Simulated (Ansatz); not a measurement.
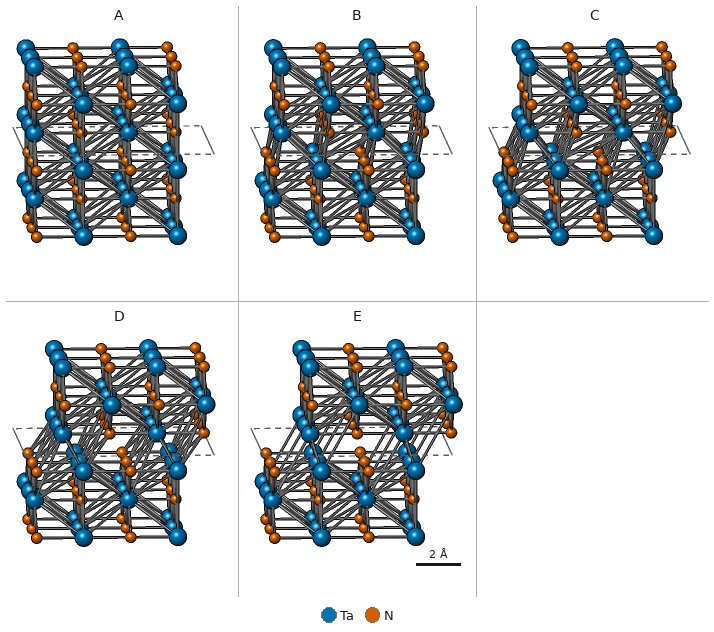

A scan of solid TaN (Fm-3m) along one coordinate. Style: ball-and-stick. Shown: the layers on both sides of the dashed plane, from the side, nearly along that plane.

Level of theory: Ansatz 0.2.0, DFT PBEsol, scalar-relativistic, plane waves, PAW. (plane-wave cutoff 420 eV; k-point mesh 14 × 19 × 7; occupations gaussian; smearing width 0.15 eV; no spin polarisation). Energies (free energies at the smearing named) are counted from the relaxed crystal.

### What is being scanned?

The crystal above a cut along the (0 1 1) plane of the conventional cell (between a plane of N/Ta below and one of N/Ta above, 1.55 Å apart) is slid rigidly by fractions of an in-plane lattice vector 4.38 Å long (a generalised stacking fault). In the frames the slip is 0.00 (A), 0.10 (B), 0.20 (C), 0.30 (D), 0.40 (E). One cut stands in each cell, which starts 9.3 Å high; nothing is relaxed, and the dashed outline marks the cut. Their energies are 0 mJ/m², 149 mJ/m², 2224 mJ/m², 6668 mJ/m², 10739 mJ/m².
